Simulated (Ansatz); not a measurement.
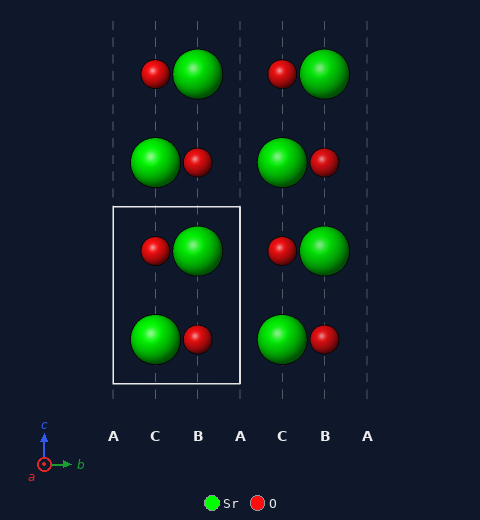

The picture looks along a close-packed row of the hexagonal mesh; c points upwards. The dashed lines mark the three columns A (0, 0), B (1/3, 2/3) and C (2/3, 1/3). The sequence starts with the first layer at or above the cell's origin.

System SrO; source of the atomic positions: the geometry relaxed with Ansatz 0.2.0, DFT, PBE, plane waves, PAW; the starting structure was generated, so it need not be a known form of this composition.

List the layers of one repeat.

O(B)+Sr(C) – Sr(B)+O(C) (two layers in 5.18 Å).
